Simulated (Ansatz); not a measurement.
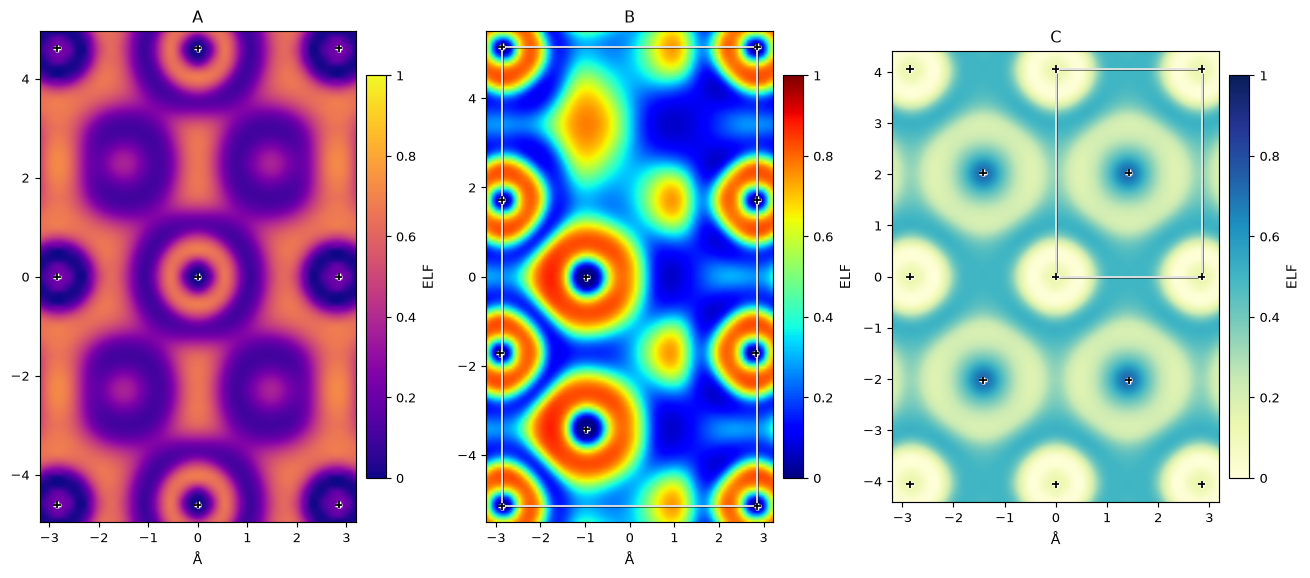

The ELF of 3 systems, each on a plane through atoms (crosses mark nuclei in the plane).

Method: DFT PBEsol, scalar-relativistic, plane waves, PAW in Ansatz.

System 1: Ti3Al, the (100) plane of the conventional cell. Space group P6₃/mmc; computed without spin polarisation.

```
Ti Al
1.0
     5.68780    0.00000    0.00000
    -2.84390    4.92578    0.00000
     0.00000    0.00000    4.60772
Ti Al
6 2
Cartesian
  4.2401 0.8359 1.1519
  1.3962 4.0899 3.4558
  2.8439 3.2541 1.1519
  -1.3962 4.0899 3.4558
  1.4477 0.8359 1.1519
  0.0000 1.6717 3.4558
  0.0000 3.2839 1.1519
  2.8439 1.6419 3.4558
```

System 2: Zr3S2, the (100) plane of the conventional cell. Space group R32; a structure from a database of computed crystals, not necessarily the ambient phase.

```xyz
15
Lattice="5.7291 0.0000 0.0000 -2.8646 4.9616 0.0000 0.0000 0.0000 10.3041" Properties=species:S:1:pos:R:3 pbc="T T T"
Zr    3.7917    3.3077    1.7174
Zr    3.7918    0.0000    5.1520
Zr    0.9272    1.6538    8.5867
Zr    0.9687    1.6299    1.7174
Zr   -1.8959    3.2838    5.1520
Zr    0.9687    4.9376    8.5867
Zr    3.8333    0.0240    1.7174
Zr    0.9687    1.6778    5.1520
Zr   -1.8959    3.3317    8.5867
S     0.0000    3.3077    0.0168
S     0.0000    0.0000    3.4515
S     2.8646    1.6538    6.8861
S     0.0000    3.3077    3.4180
S     0.0000    0.0000    6.8526
S     2.8646    1.6538   10.2873
```

System 3: AlNi, the (001) plane of the calculation cell. Space group P4/mmm; a structure from a database of computed crystals, not necessarily the ambient phase; computed without spin polarisation.

```xyz
4
Lattice="-2.0150 2.0150 0.0000 -2.0284 -2.0284 -2.8687 -2.0284 -2.0284 2.8687" Properties=species:S:1:pos:R:3 pbc="T T T"
Al   -2.0150    2.0149    0.0000
Al   -2.0284   -2.0283    0.0000
Ni   -4.0501   -2.0351   -1.4343
Ni   -4.0501   -2.0351    1.4343
```

Match each panel to its system.

Panel A is system 1, Ti3Al: the plane holds Ti and Al. Panel B is system 2, Zr3S2: the plane holds Zr and S. Zr–S (2.57 Å): the ELF peaks at about 0.85 in the valence shell of S, 0.8 Å from its nucleus, and is about 0.25 at the midpoint (no shared electron pair shows on this line). Panel C is system 3, AlNi: the plane holds Al and Ni. Al–Ni (2.48 Å): the ELF is about 0.40 at the midpoint.
